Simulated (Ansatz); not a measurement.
The Ansatz input:

```
crystal:
  lattice:
    - [6.5698933887, 0.0, 0.0]
    - [0.0, 6.5698933887, 0.0]
    - [0.0, 0.0, 20.9274200415]
  atoms:
    - { symbol: Ta, position: [0.25, 0.75, 0.3822735905] }
    - { symbol: Ta, position: [0.25, 0.25, 0.3822735905] }
    - { symbol: Ta, position: [0.75, 0.75, 0.3822735905] }
    - { symbol: Ta, position: [0.75, 0.25, 0.3822735905] }
    - { symbol: Ta, position: [0.5, 0.5, 0.4607578635] }
    - { symbol: Ta, position: [0.5, 0.0, 0.4607578635] }
    - { symbol: Ta, position: [0.0, 0.5, 0.4607578635] }
    - { symbol: Ta, position: [0.0, 0.0, 0.4607578635] }
    - { symbol: Ta, position: [0.75, 0.25, 0.5392421365] }
    - { symbol: Ta, position: [0.75, 0.75, 0.5392421365] }
    - { symbol: Ta, position: [0.25, 0.25, 0.5392421365] }
    - { symbol: Ta, position: [0.25, 0.75, 0.5392421365] }
    - { symbol: Ta, position: [0.0, 0.0, 0.6177264095] }
    - { symbol: Ta, position: [0.0, 0.5, 0.6177264095] }
    - { symbol: Ta, position: [0.5, 0.0, 0.6177264095] }
    - { symbol: Ta, position: [0.5, 0.5, 0.6177264095] }
basis:
  ecutwfc: 420
kpoints:
  mp_grid: { grid: [3, 3, 1] }
hamiltonian:
  xc: pbe
  dispersion: d3bj
scf:
  occupations: { method: gaussian, width: 0.1 }
output:
  forces: true
  eigenvalues: true
  write_density: true
  write_potential: true
  elf: true
  volumetric_format: npy
relax:
  adjacent_minimum: "off"
  f_tol: 0.03
  max_steps: 70
  constraints: [{ sites: [0, 1, 2, 3, 4, 5, 6, 7] }]
efield:
  axis: 3
  dipole_correction: true
  ramp_width: 0.04
```

Run as:
```bash
ansatz run input.yaml --threads 4 --pin off --max-ram 10240MiB --backend cpu --events-out ev --progress --plain --runs-dir out
```

What does the potential across the slab give for the work function?

The work function is 3.92 eV at the right face and 3.99 eV at the left. The vacuum levels differ by 0.07 eV, so the slab carries a dipole along its normal. Some atoms were held fixed in the relaxation, which can itself make the faces differ. The outermost atoms are 4.8 Å apart, which leaves 16.1 Å of vacuum in a cell 20.9 Å high.

Spin-orbit coupling is left out, which matters for Ta.

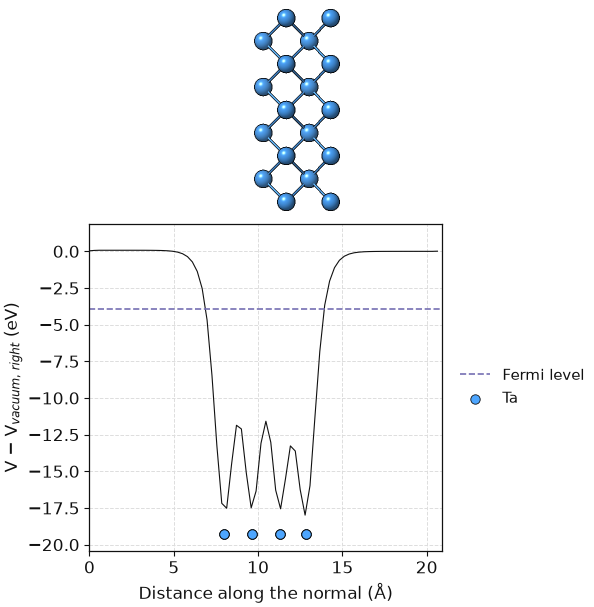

Plane-averaged electrostatic potential energy of an electron across the slab; circles at the bottom mark the heights of the atoms (positions after relaxation). The structure is drawn too.
